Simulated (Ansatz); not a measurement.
**Two runs on MoSe$_{2}$**

System: MoSe$_{2}$ (P6₃/mmc, 6 atoms in the cell).
Method of run 1: Kohn-Sham DFT of a periodic cell, PBEsol with D4, Ansatz PAW, no spin polarisation (Ansatz 0.2.0).

The structure derives from an entry of the Crystallography Open Database. Text and figures count atoms from 1; the logs count them from 0 in places.

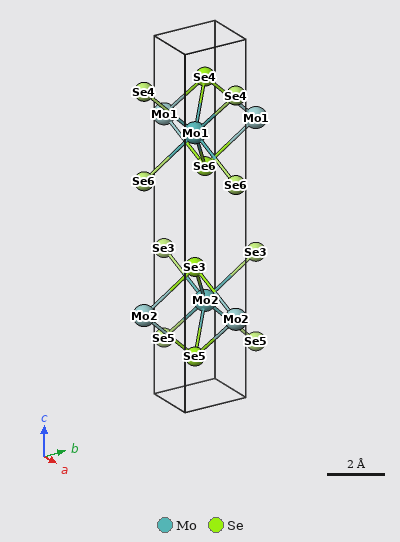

The starting structure (ball-and-stick view of the cell of the calculation, seen slightly off an axis; neighbours outside the cell are drawn fainter; atoms are numbered from 1 in the order of the input). Near neighbours in the crystal (not all of them lie inside the picture): Mo has 6 Se at 2.49 Å; Se has 3 Mo at 2.49 Å.

**The input, run 1**
```yaml
crystal:
  lattice:
    - [3.288, 0.0, 0.0]
    - [-1.644, 2.8474915276, 0.0]
    - [0.0, 0.0, 12.9]
  atoms:
    - { symbol: Mo, position: [0.6666666667, 0.3333333333, 0.75] }
    - { symbol: Mo, position: [0.3333333333, 0.6666666667, 0.25] }
    - { symbol: Se, position: [0.6666666667, 0.3333333333, 0.375] }
    - { symbol: Se, position: [0.3333333333, 0.6666666667, 0.875] }
    - { symbol: Se, position: [0.6666666667, 0.3333333333, 0.125] }
    - { symbol: Se, position: [0.3333333333, 0.6666666667, 0.625] }
hamiltonian:
  xc: pbesol
  pseudopotentials: { kind: paw }
  dispersion: d4
kpoints:
  mp_grid: { grid: [9, 9, 2] }
scf:
  occupations: { method: fermi_dirac, width: 0.05 }
output:
  forces: true
  stress: true
  write_density: true
  write_potential: true
  elf: true
  volumetric_format: npy
relax:
  f_tol: 0.01
  max_steps: 40
  cell: { stress_tol: 0.05 }
```

Launched with:
```bash
ansatz run input.yaml --threads 2 --pin off --max-ram 5632MiB --backend cpu --events-out ev --progress --plain --runs-dir out
```

Hardware: 2 threads of Intel Xeon @ 2.50GHz (Skylake/Cascade Lake), 189 GiB of memory available, shared host.

**Output, shortened to warnings, some set-up lines, iterations and results (run 1)**
```
Basis set: ecut = 420 eV, 2395 PW (Γ), exchange–correlation on 48×48×180 points (8 copies of the dense FFT grid, shifted against one another)
Symmetry: 24 space group operations
k-points: 24 of 162
Initial density: superposition of atomic densities (neutral atoms: chi_scale 0, normalization atom), corrected by the library's trained network
[...]
SCF iter   1: F=—  HF=-31497.618564 eV  |F-HF|=—  |Δ(HF+E_count)|=         —  Δρ=5.49e-3  dr2=1.58e-2  ethr=1.77e-3  ⟨swp⟩=6.2  Hψ=4743  notcnv=0
SCF iter   2: F=—  HF=-31497.622170 eV  |F-HF|=—  |Δ(HF+E_count)|=   3.61e-3  Δρ=2.99e-3  dr2=4.03e-3  ethr=1.72e-5  ⟨swp⟩=2.0  Hψ=2083  notcnv=0  defer=7
SCF iter   3: F=—  HF=-31497.623909 eV  |F-HF|=—  |Δ(HF+E_count)|=   1.74e-3  Δρ=1.36e-3  dr2=1.03e-3  ethr=4.38e-6  ⟨swp⟩=2.0  Hψ=1459  notcnv=0  defer=7
SCF iter   4: F=—  HF=-31497.624360 eV  |F-HF|=—  |Δ(HF+E_count)|=   4.51e-4  Δρ=2.36e-4  dr2=8.34e-5  ethr=1.12e-6  ⟨swp⟩=3.0  Hψ=2363  notcnv=0  defer=7
SCF iter   5: F=—  HF=-31497.624339 eV  |F-HF|=—  |Δ(HF+E_count)|=   2.12e-5  Δρ=8.46e-5  dr2=1.58e-5  ethr=9.07e-8  ⟨swp⟩=2.0  Hψ=2353  notcnv=0  defer=7
[... 47 lines ...]
SCF iter   5: F=—  HF=-31497.745430 eV  |F-HF|=—  |Δ(HF+E_count)|=   1.60e-9  Δρ=8.97e-7  dr2=9.19e-10  ethr=1.51e-11  ⟨swp⟩=2.0  Hψ=1428  notcnv=0
SCF iter   6: F=—  HF=-31497.745430 eV  |F-HF|=—  |Δ(HF+E_count)|=  2.76e-10  Δρ=1.75e-7  dr2=6.91e-11  ethr=1.00e-12  ⟨swp⟩=2.0  Hψ=1754  notcnv=0
SCF iter   7: F=-31497.745430 eV  HF=-31497.745430 eV  |F-HF|=0.00e0  |Δ(HF+E_count)|=  4.37e-11  Δρ=3.75e-8  dr2=1.87e-12  ethr=1.00e-12  ⟨swp⟩=5.5  Hψ=5275  notcnv=0
SCF 6 converged in 7 iterations: F = -31497.745430 eV  dr2 = 1.87e-12
relax step   6: F+E_penalty+E_count = -31497.74543018 eV  Δ(F+E_penalty+E_count) = +8.674e-4 eV  max|allowed force component| = 1.431e-3 eV/Å  Δτ_max = 0.0000 Å  P = +0.012 …
basis re-selected at this cell: Δ(F+E_penalty+E_count) = +8.674e-4 eV, ΔP = +0.001 GPa vs the last step (what re-selecting the basis moved, of the pressure what is left beyond the Pulay correction that the steps carried, after the strain that the cell walked since its last selection, with what the …
SCF converged after 7 iterations
Free energy (F): -31497.745430 eV
Harris-Foulkes:  -31497.745430 eV  (|F-HF|=0.00e0)
Internal energy: -31497.745411 eV  (E = F + TS)
E sigma→0 (E₀):  -31497.745420 eV
Entropy (-TS):   -0.000019 eV (-0.003 meV/atom)
Fermi energy:    13.650462 eV
--- Per-component energies (eV) ---
  E_band       = -1554.632389
  E_kinetic    = 1363.349722
  E_local      = -11207.925005  (includes V_loc(G=0)·N_el)
  E_nonlocal   = -2079.468230
  E_hartree    = 5322.118497
  E_xc         = -782.079064
  E_vxc        = -854.543449  (∫ρ·V_xc dr)
  E_paw        = -13759.777678  (= ΣΔE_a)
  E_vpaw       = 579.719946  (= ΣTr[D̂ρ^β])
  E_aug_tail   = -0.002373  (compensation charges beyond the density's cutoff)
  E_ewald      = -10356.705072
  E_disp       = -1.708608  (pairwise vdW)
  E_core_change = 4.452400  (= ΣΔE_core)
  E_smearing   = -0.000019  (= −TS)
  E_closure    = -0.000000  (closes the sum)
  Σ components = -31497.745430   (vs F -31497.745430, Δ=0.00e0)
--- Forces (eV/Å), atoms counted from 1 ---
  atom   1  Mo     0.00000000     0.00000000    -0.00000000
  atom   2  Mo     0.00000000    -0.00000000     0.00000000
  atom   3  Se    -0.00000000     0.00000000     0.00143103
  atom   4  Se    -0.00000000    -0.00000000     0.00143103
  atom   5  Se    -0.00000000     0.00000000    -0.00143103
  atom   6  Se    -0.00000000    -0.00000000    -0.00143103
  max |Σ_I F_I| component: 1.16e-17 eV/Å
--- Stress (GPa, compression-positive) ---
        0.027685       0.000000       0.000000
        0.000000       0.027685      -0.000000
        0.000000      -0.000000      -0.018003
  P = ⅓ Tr σ = 0.0125 GPa (0.125 kbar)
--- Relaxed structure (5 steps of the walk, 4 accepted, 1 SCFs on fresh bases) ---
  F+E_penalty+E_count = -31497.74543018 eV   max|allowed force component| = 1.431e-3 eV/Å   (the final SCF, on the basis selected at the relaxed cell)
  cell:  # Å, volume = 114.6780 Å³
    - [3.244871498568388, -1.0248672805169767e-33, 6.832448536779845e-34]
[...]
```

For run 2 the input was changed thus:
```diff
-  dispersion: d4
+  dispersion: d3bj
```

Predict how the results change.

The total energies belong to different models, so their difference says nothing on which is more stable or more accurate. The gap on the mesh goes from 0.78 to 0.67 eV. The volume per atom goes from 19.11 to 18.57 Å³. The SCF takes 49 iterations over all geometry steps against 45.

**Output, shortened to warnings, some set-up lines, iterations and results (run 2)**
```
Basis set: ecut = 420 eV, 2395 PW (Γ), exchange–correlation on 48×48×180 points (8 copies of the dense FFT grid, shifted against one another)
Symmetry: 24 space group operations
k-points: 24 of 162
Initial density: superposition of atomic densities (neutral atoms: chi_scale 0, normalization atom), corrected by the library's trained network
[...]
SCF iter   1: F=—  HF=-31498.547860 eV  |F-HF|=—  |Δ(HF+E_count)|=         —  Δρ=5.49e-3  dr2=1.58e-2  ethr=1.77e-3  ⟨swp⟩=6.2  Hψ=4743  notcnv=0
SCF iter   2: F=—  HF=-31498.551465 eV  |F-HF|=—  |Δ(HF+E_count)|=   3.61e-3  Δρ=2.99e-3  dr2=4.03e-3  ethr=1.72e-5  ⟨swp⟩=2.0  Hψ=2083  notcnv=0  defer=7
SCF iter   3: F=—  HF=-31498.553204 eV  |F-HF|=—  |Δ(HF+E_count)|=   1.74e-3  Δρ=1.36e-3  dr2=1.03e-3  ethr=4.38e-6  ⟨swp⟩=2.0  Hψ=1459  notcnv=0  defer=7
SCF iter   4: F=—  HF=-31498.553656 eV  |F-HF|=—  |Δ(HF+E_count)|=   4.51e-4  Δρ=2.36e-4  dr2=8.34e-5  ethr=1.12e-6  ⟨swp⟩=3.0  Hψ=2363  notcnv=0  defer=7
SCF iter   5: F=—  HF=-31498.553635 eV  |F-HF|=—  |Δ(HF+E_count)|=   2.12e-5  Δρ=8.46e-5  dr2=1.58e-5  ethr=9.07e-8  ⟨swp⟩=2.0  Hψ=2353  notcnv=0  defer=7
[... 53 lines ...]
SCF iter   4: F=—  HF=-31498.753579 eV  |F-HF|=—  |Δ(HF+E_count)|=   1.18e-8  Δρ=3.79e-6  dr2=3.03e-8  ethr=8.72e-11  ⟨swp⟩=2.2  Hψ=1844  notcnv=0
SCF iter   5: F=—  HF=-31498.753579 eV  |F-HF|=—  |Δ(HF+E_count)|=   3.62e-9  Δρ=1.06e-6  dr2=6.79e-10  ethr=3.30e-11  ⟨swp⟩=2.0  Hψ=1411  notcnv=0
SCF iter   6: F=-31498.753579 eV  HF=-31498.753579 eV  |F-HF|=7.28e-12  |Δ(HF+E_count)|=  1.09e-11  Δρ=1.31e-7  dr2=2.32e-11  ethr=1.00e-12  ⟨swp⟩=4.3  Hψ=6740  notcnv=0
SCF 7 converged in 6 iterations: F = -31498.753579 eV  dr2 = 2.32e-11
relax step   7: F+E_penalty+E_count = -31498.75357855 eV  Δ(F+E_penalty+E_count) = +1.331e-3 eV  max|allowed force component| = 2.814e-4 eV/Å  Δτ_max = 0.0000 Å  P = +0.003 …
basis re-selected at this cell: Δ(F+E_penalty+E_count) = +1.331e-3 eV, ΔP = +0.001 GPa vs the last step (what re-selecting the basis moved, of the pressure what is left beyond the Pulay correction that the steps carried, after the strain that the cell walked since its last selection, with what the …
SCF converged after 6 iterations
Free energy (F): -31498.753579 eV
Harris-Foulkes:  -31498.753579 eV  (|F-HF|=7.28e-12)
Internal energy: -31498.753529 eV  (E = F + TS)
E sigma→0 (E₀):  -31498.753554 eV
Entropy (-TS):   -0.000050 eV (-0.008 meV/atom)
Fermi energy:    14.205083 eV
--- Per-component energies (eV) ---
  E_band       = -1506.940746
  E_kinetic    = 1365.445348
  E_local      = -10853.104318  (includes V_loc(G=0)·N_el)
  E_nonlocal   = -2079.388312
  E_hartree    = 5168.092142
  E_xc         = -783.067693
  E_vxc        = -855.853196  (∫ρ·V_xc dr)
  E_paw        = -13759.773703  (= ΣΔE_a)
  E_vpaw       = 579.777870  (= ΣTr[D̂ρ^β])
  E_aug_tail   = -0.002336  (compensation charges beyond the density's cutoff)
  E_ewald      = -10558.624564
  E_disp       = -2.782494  (pairwise vdW)
  E_core_change = 4.452400  (= ΣΔE_core)
  E_smearing   = -0.000050  (= −TS)
  E_closure    = 0.000000  (closes the sum)
  Σ components = -31498.753579   (vs F -31498.753579, Δ=0.00e0)
--- Forces (eV/Å), atoms counted from 1 ---
  atom   1  Mo     0.00000000     0.00000000    -0.00000000
  atom   2  Mo     0.00000000    -0.00000000     0.00000000
  atom   3  Se    -0.00000000    -0.00000000     0.00028136
  atom   4  Se     0.00000000     0.00000000     0.00028136
  atom   5  Se    -0.00000000    -0.00000000    -0.00028136
  atom   6  Se     0.00000000     0.00000000    -0.00028136
  max |Σ_I F_I| component: 9.25e-18 eV/Å
--- Stress (GPa, compression-positive) ---
        0.005325      -0.000000       0.000000
       -0.000000       0.005325      -0.000000
        0.000000      -0.000000      -0.000584
  P = ⅓ Tr σ = 0.0034 GPa (0.034 kbar)
--- Relaxed structure (6 steps of the walk, 5 accepted, 1 SCFs on fresh bases) ---
  F+E_penalty+E_count = -31498.75357855 eV   max|allowed force component| = 2.814e-4 eV/Å   (the final SCF, on the basis selected at the relaxed cell)
  cell:  # Å, volume = 111.4278 Å³
    - [3.2277139371627905, -5.110991776536486e-34, -2.0497345610339534e-33]
[...]
```

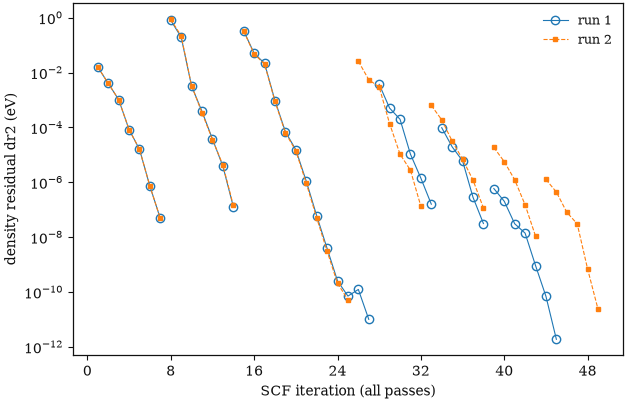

Convergence of the two runs: density residual dr2 against the SCF iteration. A break in a curve parts two SCF passes. Run 1 takes 45 iterations in all, and run 2 takes 49.

**The two runs side by side**

| quantity | run 1 | run 2 |
| --- | --- | --- |
| outcome | converged | converged |
| free energy per atom (eV) | −5249.6242 | −5249.7923 |
| gap on the mesh (eV) | 0.78 | 0.67 |
| pressure (GPa) | 0.01 | 0.00 |
| volume per atom (Å³) | 19.11 | 18.57 |
| largest force (eV/Å) | 0.001 | 0.000 |
| SCF iterations | 45 | 49 |
| irreducible k-points | 24 | 24 |
| wall time (shared host) | 72 s | 80 s |
